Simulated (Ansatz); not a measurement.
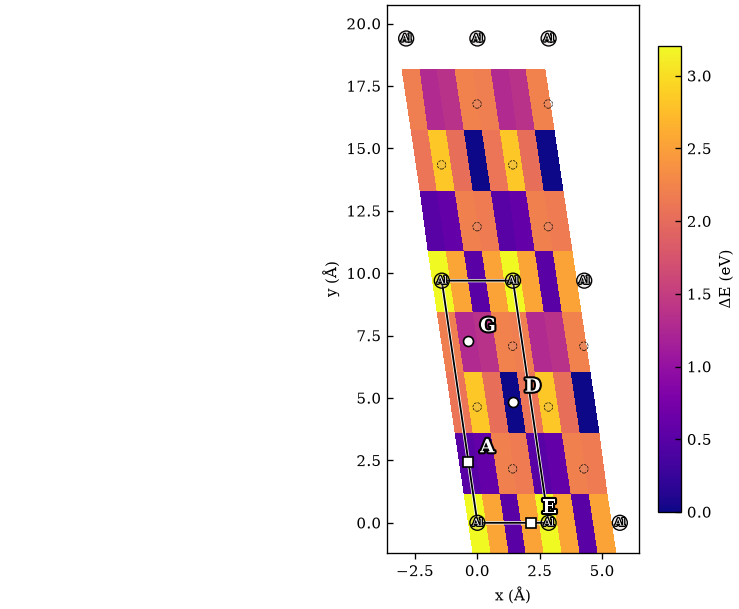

N on an Al(101) slab cut from the P6_3/mmc phase, its upper half relaxed before the scan (18 atoms of substrate and one adsorbate in a 2 × 1 cell). N is moved over the surface cell; relaxed at each place: the height of the adsorbate's atoms; substrate rigid; the origin of the map has the adsorbate above Al17. Places are given modulo a cell vector. The map is drawn in real space over the plane of the surface. The grid has 4 × 4 points. Places are given in fractions of the 1 × 1 surface cell. Energies are in eV, from the lowest grid point. At some places the adsorbate sinks to or below the level of the top layer. These are results of Ansatz 0.2.0, DFT PBE, scalar-relativistic, plane waves, PAW, not measurements. Settings: cutoff 420 eV, k-mesh 5×3×1, gaussian smearing 0.1 eV, no spin polarisation.

In the figure: one coloured cell a grid point, labelled circles for the atoms of the top layer and small ones for the second layer, the outline of one cell of the 2 × 2 shown, lettered points.

Question: Rank the lettered points by energy, lowest first.

Answer: D (0.00 eV), A (0.50 eV), G (1.28 eV), E (2.54 eV).

PAW datasets: the set soft_1.
